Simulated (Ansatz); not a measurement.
Input file:

```
crystal:
  lattice:
    - [-1.6060005352, 1.6060005352, 3.940001313]
    - [1.6060005352, -1.6060005352, 3.940001313]
    - [1.6060005352, 1.6060005352, -3.940001313]
  atoms:
    - { symbol: Si, position: [0.333, 0.333, 0.0] }
    - { symbol: Si, position: [0.667, 0.667, 0.0] }
    - { symbol: W, position: [0.0, 0.0, 0.0] }
basis:
  ecutwfc: 420
kpoints:
  mp_grid: { grid: [18, 18, 18] }
hamiltonian:
  xc: pbe
scf:
  occupations: { method: gaussian, width: 0.1 }
output:
  forces: true
  stress: true
  eigenvalues: true
  write_density: true
  write_potential: true
  elf: true
  volumetric_format: npy
relax:
  adjacent_minimum: "off"
  f_tol: 0.005
  max_steps: 80
  cell: { stress_tol: 0.05 }
```

Run with:

```sh
ansatz run input.yaml --threads 2 --pin off --max-ram 5632MiB --backend cpu --events-out ev --progress --plain --runs-dir out
```

Below, planes, directions and counts refer to the conventional cell (a = 3.23 Å, b = 3.23 Å, c = 7.87 Å, α = 90.00°, β = 90.00°, γ = 90.00°).

The fields are those of the relaxed geometry.

Space group I4/mmm.

These are results of DFT PBE, scalar-relativistic, plane waves, PAW (Ansatz), not measurements.

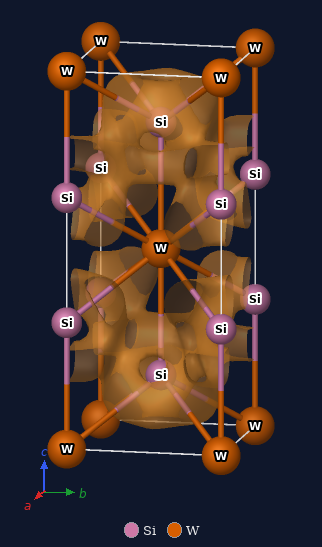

Si2W. Isosurface of the electron localisation function at 0.55 (orange), seen slightly off an axis. Core shells and regions of very low density are left out. Sticks mark near contacts.

Core electrons are frozen (PAW), and the valence fields are smoothed inside the atomic spheres.

Where are the electrons localised?

Answer. The surface consists of sheets that run through the cell in two directions, counted in one cell of 6 atoms. Any copies at cell faces, edges or corners count once. Profiles from the grid: Si–W (2.63 Å): the ELF peaks at about 0.75 in the valence shell of Si, 0.9 Å from its nucleus, and is about 0.45 at the midpoint.

Metal or insulator at this level of theory?

Answer. It is metallic or semimetallic at this level of theory: no gap opens.
